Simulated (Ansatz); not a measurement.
**Run report: Si24O47 (charge −1), single-point calculation (part 2 of 2)**

The same run, continued: Si24O47 (defect cell, 71 atoms in the cell, total charge −1); DFT, HSE06, PAW, plane waves (Ansatz 0.2.0); cutoff 420 eV, 1×1×1 k-mesh, Fermi–Dirac smearing of 0.01 eV. 

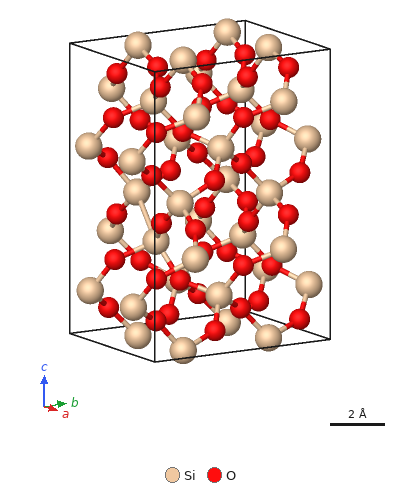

**Figure 1.** The structure (ball-and-stick view of the cell of the calculation, seen slightly off an axis).

Output, continued:
```
--- Per-component energies (eV) ---
  E_band       = -2356.343641
  E_kinetic    = 9526.970701
  E_local      = -23586.190462  (includes V_loc(G=0)·N_el)
  E_nonlocal   = 2768.547536
  E_hartree    = 8528.553899
  E_xc         = -3888.392287
  E_vxc        = -4472.538395  (∫ρ·V_xc dr)
  E_exx        = -1085.038872  (= α·E_x^exact, valence–valence)
  E_paw        = -19660.889271  (= ΣΔE_a)
  E_vpaw       = -1480.285540  (= ΣTr[D̂ρ^β])
  E_aug_tail   = 0.121003  (compensation charges beyond the density's cutoff)
  E_ewald      = -14608.551587
  E_core_change = -2.671806  (= ΣΔE_core)
  E_smearing   = -0.000000  (= −TS)
  E_closure    = 0.000003  (closes the sum)
  E_deformation_potential = -11.570800  (in the stress; not in F)
  Σ components = -42007.541142   (vs F -42007.541142, Δ=-7.28e-12)
--- Forces (eV/Å), atoms counted from 1 ---
  atom   1  Si     0.01416299     0.03993659     0.06020674
  atom   2  Si    -0.06787269    -0.01411122    -0.00210764
  atom   3  Si    -0.03443532     0.01470066     0.00473864
  atom   4  Si    -0.01795632    -0.00791273    -0.00573602
  atom   5  Si    -0.00487568     0.00280843    -0.00760232
  atom   6  Si    -0.00685326     0.00411917    -0.00130623
  atom   7  Si    -0.03837777    -0.08876074     0.02754621
  atom   8  Si     0.01245842    -0.00517803     0.00755853
  atom   9  Si     0.03829927    -0.02218758     0.03200077
  atom  10  Si     0.00849613    -0.01786184    -0.00462716
  atom  11  Si     0.00715097    -0.01589957    -0.01465601
  atom  12  Si     0.00277382     0.00264857    -0.00711880
  atom  13  Si     0.20157125    -0.20445698    -0.09911425
  atom  14  Si     0.00972969    -0.01203960     0.01670748
  atom  15  Si    -0.00733083    -0.01602320    -0.00123900
  atom  16  Si    -0.00036612    -0.01878643    -0.00635952
  atom  17  Si    -0.00151840    -0.00757959    -0.00398685
  atom  18  Si    -0.28753845     0.02159108     0.12248422
  atom  19  Si     0.00561417     0.00237770     0.00278728
  atom  20  Si     0.01075933     0.02203199     0.00795677
  atom  21  Si     0.01306312     0.01319128     0.00865480
  atom  22  Si    -0.03430141     0.00257134    -0.04202490
  atom  23  Si     0.01668659     0.03776839     0.00340042
  atom  24  Si     0.00544027     0.04216260    -0.00164866
  atom  25  O      0.20887808     0.06988544    -0.09033883
  atom  26  O      0.34290919    -0.10410953    -0.05533108
  atom  27  O      0.21717500     0.02371158    -0.11105708
  atom  28  O      0.17858895     0.04275484    -0.09553989
  atom  29  O      0.18812251    -0.00805961    -0.11149692
  atom  30  O      0.20296596     0.00717432    -0.07877896
  atom  31  O      0.19356146     0.02207422    -0.14004616
  atom  32  O      0.19945567     0.00619686    -0.11208384
  atom  33  O     -0.18244752     0.03326202    -0.25418748
  atom  34  O     -0.12170176     0.19890731    -0.10857831
  atom  35  O     -0.12476616     0.17889279    -0.12307250
  atom  36  O     -0.07228183     0.18002827    -0.12165336
  atom  37  O     -0.16854024     0.17352484    -0.11223460
  atom  38  O     -0.09593983     0.17789996    -0.13117549
  atom  39  O     -0.09099918     0.18899537    -0.12016101
  atom  40  O     -0.08027512     0.19383184    -0.14689240
  atom  41  O     -0.08757487    -0.20491619    -0.11359740
  atom  42  O     -0.07172485    -0.22780541    -0.10710004
  atom  43  O     -0.09285470    -0.17280682    -0.11046532
  atom  44  O     -0.02142473    -0.14714633    -0.03041309
  atom  45  O     -0.08097498    -0.20566192    -0.08582113
  atom  46  O     -0.10970405    -0.20224065    -0.11096614
  atom  47  O     -0.10069618    -0.21227666    -0.13965731
  atom  48  O     -0.14071068     0.13625177    -0.04799613
  atom  49  O     -0.08667365     0.19062097     0.09794257
  atom  50  O     -0.09344204     0.18344161     0.11288016
  atom  51  O     -0.10067511     0.17495014     0.10464288
  atom  52  O      0.14127419     0.15307148     0.09940057
  atom  53  O     -0.08979276     0.19144387     0.09196975
  atom  54  O     -0.08600006     0.18946888     0.11590974
  atom  55  O     -0.10410944     0.18390411     0.12673274
  atom  56  O      0.21484538    -0.00303683     0.09405884
  atom  57  O      0.18887442    -0.01016600     0.14962778
  atom  58  O      0.19658432    -0.00684264     0.16578239
  atom  59  O      0.19584635    -0.01609012     0.14299528
  atom  60  O      0.20552015     0.26377894     0.02070259
  atom  61  O      0.21499476    -0.00447628     0.13377838
  atom  62  O      0.21523954    -0.00975254     0.12015564
  atom  63  O      0.20303842    -0.01068204     0.11700313
  atom  64  O     -0.11246046    -0.17238064     0.11651980
  atom  65  O     -0.19656620    -0.10061175     0.14221099
  atom  66  O     -0.13164683    -0.19862121     0.06422034
  atom  67  O     -0.11182662    -0.15914878     0.08273871
  atom  68  O     -0.13632720    -0.22943430     0.12195928
  atom  69  O     -0.24302869    -0.16561842     0.09121419
  atom  70  O     -0.09907284    -0.18242480     0.14064558
  atom  71  O     -0.11844384    -0.18489385     0.10905918
  max |Σ_I F_I| component: 2.83e-5 eV/Å
--- Charged-cell corrections in eV (Makov–Payne, q = -1.000 e, ε = 4.500) ---
  F (periodic)     = -42007.541142  (uncorrected; the corrections below are reported, never added to it)
  E_corr1          = +0.465349  (monopole, q²α_M/2εL)
  F Makov-Payne    = -42007.075793  (F + E_corr1; no measured alignment; for a localised charge, not one spread in a band: unchecked)
--- Band table (eV) ---
  k-point 0 ↑: bands = ["-19.8364", "-19.6852", "-19.6460", "-19.5900", "-19.4976", "-19.4059", "-19.3512", "-19.2404", "-19.1272", "-19.0933", ... 51 levels left out ..., "-6.1487", "-6.0205", "-5.8022", "-5.6602", "-5.5973", "-5.5359", "-5.2938", "-5.1649", "-5.0687", "-4.9360", "-4.7421", "-4.7336", "-4.6975", "-4.6592", "-4.6402", "-4.5802", "-4.5708", "-4.5114", "-4.4895", "-4.4246", "-4.3986", "-4.3687", "-4.2939", "-4.2189", "-4.1926", "-4.1215", "-4.0505", "-4.0017", "-3.9230",
      "-3.8488", "-3.7272", "-3.4871", "-3.4220", "-2.5076", "-2.4522", "-2.4311", "-2.3982", "-2.3680", "-2.3415", "-2.2969", "-2.2332", "-2.1983", "-2.1830", "-2.0988", "-2.0848", "-2.0219", "-1.9992", "-1.9954", "-1.9450", "-1.9129", "-1.8648", "-1.8099", "-1.7581", "-1.7409", "-1.7194", "-1.6183", "-1.5852", "-1.5327", "-1.4906", "-1.4730", "-1.4520", "-1.3705", "-1.3460", "-1.2871", "-1.2463", "-1.2288", "-1.2101", "-1.1793", "-1.1633",
      "-1.1270", "-1.0939", "-1.0507", "-0.9955", "-0.9012", "-0.8544", "-0.7941", "-0.7790", "-0.7488", "-0.7229", "-0.6970", "-0.6664", "-0.6301", "-0.6117", "-0.5974", "-0.5578", "-0.5225", "-0.4700", "-0.4567", "-0.3709", "-0.3531", "-0.3240", "-0.3097", "-0.2690", "-0.2591", "-0.2151", "-0.1752", "-0.1427", "-0.1146", "-0.0750", "-0.0516", "-0.0127", "0.0240", "0.0509", "0.0933", "0.1426", "0.1643", "0.1896", "0.2454", "0.2624",
      "0.3265", "0.3408", "0.3910", "0.4371", "0.4961", "0.5359", "0.5573", "0.5718", "0.6200", "0.6710", "0.7199", "0.7329", "0.7821", "0.8167", "0.8975", "0.9707", "1.1057", "1.1160", "2.1571", "6.7974", "9.2411", "9.8441", "10.0999", "10.2879", "10.4238", "10.7554", "11.0543", "11.2419", "11.4839", "11.5571", "11.6597", "11.8099", "11.8616", "11.9116", "11.9583", "12.0075", "12.0393", "12.1204", "12.1453", "12.1778",
      "12.2280", "12.2677", "12.3162", "12.3691", "12.4112", "12.4549", "12.5562", "12.5764", "12.6527", "12.6920", "12.7182", "12.7788", "12.8319", "12.8742", "12.9131", "12.9522", "12.9969", "13.0388", "13.0946", "13.1702", "13.1975", "13.2623", "13.3085", "13.3344", "13.4093", "13.4716", "13.5549", "13.5892", "13.6630", "13.7034", "13.7516", "13.8065", "13.8537", "13.9346", "13.9625", "14.0332", "14.0984", "14.1597", "14.2287", "14.3362",
      "14.3845", "14.4542", "14.5251", "14.6016", "14.6508", "14.7092", "14.7888", "14.8017", "14.8540", "14.9569", "14.9645"]
  k-point 0 ↓: bands = ["-19.8350", "-19.6835", "-19.6442", "-19.5877", "-19.4959", "-19.4041", "-19.3484", "-19.2364", "-19.1242", "-19.0887", ... 51 levels left out ..., "-6.1442", "-6.0059", "-5.7869", "-5.6400", "-5.5885", "-5.5218", "-5.2776", "-5.1519", "-5.0535", "-4.9258", "-4.7406", "-4.7317", "-4.6957", "-4.6553", "-4.6375", "-4.5783", "-4.5678", "-4.5085", "-4.4870", "-4.4217", "-4.3965", "-4.3657", "-4.2866", "-4.2152", "-4.1869", "-4.1181", "-4.0462", "-3.9993", "-3.9118",
      "-3.8358", "-3.6420", "-3.4473", "-3.3782", "-2.5020", "-2.4447", "-2.4131", "-2.3869", "-2.3630", "-2.3195", "-2.2708", "-2.2214", "-2.1883", "-2.1659", "-2.0926", "-2.0623", "-2.0146", "-1.9921", "-1.9616", "-1.9345", "-1.8998", "-1.8547", "-1.8053", "-1.7487", "-1.7338", "-1.7078", "-1.6090", "-1.5745", "-1.5146", "-1.4806", "-1.4630", "-1.4324", "-1.3558", "-1.3346", "-1.2806", "-1.2332", "-1.2237", "-1.1964", "-1.1699", "-1.1497",
      "-1.1138", "-1.0811", "-1.0356", "-0.9858", "-0.8792", "-0.8410", "-0.7883", "-0.7639", "-0.7371", "-0.7117", "-0.6899", "-0.6483", "-0.6195", "-0.6024", "-0.5874", "-0.5458", "-0.5113", "-0.4588", "-0.4390", "-0.3571", "-0.3439", "-0.3189", "-0.3020", "-0.2614", "-0.2481", "-0.1998", "-0.1700", "-0.1353", "-0.0981", "-0.0669", "-0.0328", "0.0006", "0.0449", "0.0668", "0.1132", "0.1547", "0.1734", "0.2085", "0.2611", "0.2822",
      "0.3371", "0.3514", "0.4201", "0.4492", "0.5019", "0.5465", "0.5662", "0.5896", "0.6322", "0.6916", "0.7302", "0.7389", "0.7950", "0.8265", "0.9525", "0.9969", "1.1410", "1.1534", "2.6218", "9.0195", "9.3535", "9.9733", "10.2600", "10.3829", "10.4903", "10.7852", "11.1390", "11.3049", "11.5492", "11.5985", "11.7067", "11.8429", "11.8814", "11.9466", "11.9980", "12.0182", "12.0721", "12.1472", "12.1624", "12.1893",
      "12.2453", "12.3002", "12.3487", "12.4066", "12.4374", "12.4959", "12.5793", "12.6160", "12.6754", "12.7032", "12.7262", "12.7967", "12.8453", "12.8866", "12.9471", "12.9801", "13.0291", "13.0678", "13.1296", "13.1966", "13.2258", "13.2732", "13.3205", "13.3559", "13.4311", "13.5040", "13.5617", "13.6149", "13.6863", "13.7235", "13.7930", "13.8248", "13.8872", "13.9654", "13.9904", "14.0439", "14.1174", "14.1918", "14.2616", "14.3514",
      "14.4225", "14.5184", "14.5794", "14.6238", "14.6640", "14.7368", "14.8018", "14.8217", "14.8927", "14.9683", "14.9899"]
--- Löwdin populations: 71 sites ---
  site symbol       q [e]    m [muB]
     0     Si      2.1678     0.0003
     1     Si      2.1715     0.0008
     2     Si      2.1524     0.0023
     3     Si      2.1690     0.0030
     4     Si      2.1505     0.0005
     5     Si      2.1513     0.0003
     6     Si      2.1765     0.0049
     7     Si      2.1562     0.0006
     8     Si      2.1667     0.0042
     9     Si      2.1508     0.0009
    10     Si      2.1535     0.0004
    11     Si      2.1518     0.0006
    12     Si      2.8838     0.4450
    13     Si      2.1537     0.0003
    14     Si      2.1513     0.0009
    15     Si      2.1526     0.0001
    16     Si      2.1516     0.0006
    17     Si      2.7989     0.2996
    18     Si      2.1529     0.0001
    19     Si      2.1503     0.0015
    20     Si      2.1527     0.0003
    21     Si      2.1689     0.0022
    22     Si      2.1527     0.0001
    23     Si      2.1507     0.0009
    24      O      6.8228     0.0003
    25      O      6.8145     0.0675
    26      O      6.8233     0.0001
    27      O      6.8253     0.0006
    28      O      6.8184     0.0001
    29      O      6.8232     0.0002
    30      O      6.8246    -0.0001
    31      O      6.8203     0.0003
    32      O      6.8179     0.0069
    33      O      6.8231     0.0005
    34      O      6.8174     0.0028
    35      O      6.8246    -0.0001
    36      O      6.8248    -0.0000
    37      O      6.8227     0.0003
    38      O      6.8221     0.0003
    39      O      6.8223     0.0002
    40      O      6.8199     0.0002
    41      O      6.8211     0.0001
    42      O      6.8226    -0.0000
    43      O      6.8256     0.0001
    44      O      6.8225     0.0001
    45      O      6.8193     0.0002
    46      O      6.8209     0.0000
    47      O      6.8188     0.0005
    48      O      6.8221     0.0003
    49      O      6.8223     0.0001
    50      O      6.8221     0.0001
    51      O      6.8180     0.0076
    52      O      6.8229     0.0000
    53      O      6.8192     0.0014
    54      O      6.8228     0.0000
    55      O      6.8244     0.0001
    56      O      6.8218     0.0000
    57      O      6.8241     0.0001
    58      O      6.8259     0.0006
    59      O      6.8262     0.0687
    60      O      6.8194     0.0006
    61      O      6.8219     0.0002
    62      O      6.8232     0.0000
    63      O      6.8218     0.0008
    64      O      6.8165     0.0016
    65      O      6.8205    -0.0002
    66      O      6.8176     0.0015
    67      O      6.8216     0.0040
    68      O      6.8221     0.0001
    69      O      6.8235     0.0000
    70      O      6.8191     0.0000
  spilling = 0.013838 (of n_electrons = 379.000000)
```

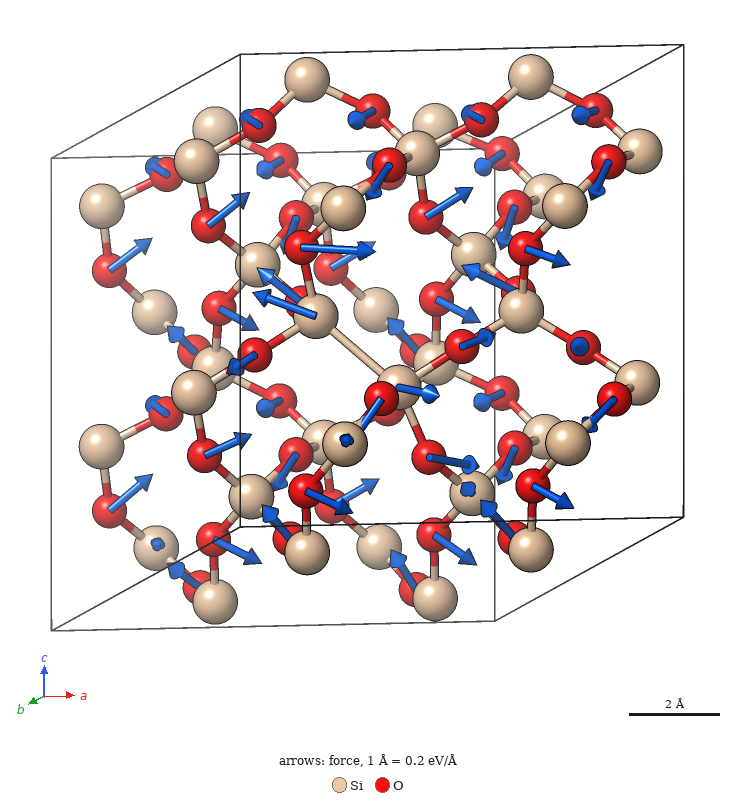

**Figure 2.** Forces on the atoms as blue arrows (ball-and-stick view of the cell of the calculation, seen at an oblique angle); the smallest are left out. The largest act on O26 (0.36 eV/Å); O60 (0.34 eV/Å); O33 (0.31 eV/Å); Si18 (0.31 eV/Å), among others. Atoms are counted from 1 in the order of the input and aren't labelled in the picture. 

Summary:

| quantity | value |
| --- | --- |
| outcome | converged |
| electrons treated | 379 |
| free energy | −42007.5411 eV |
| Fermi energy | 7.908 eV |
| net moment of the cell | 1.00 μB |
| largest force (length of the vector) | 0.363 eV/Å |
| wall time | 9.9 min (CPU time 75 min) |
| peak memory | 4.7 GiB |

Warnings of the run: the state was not tested for a lower one. The k-point mesh is coarse for a cell of this size, so the results may not be converged.
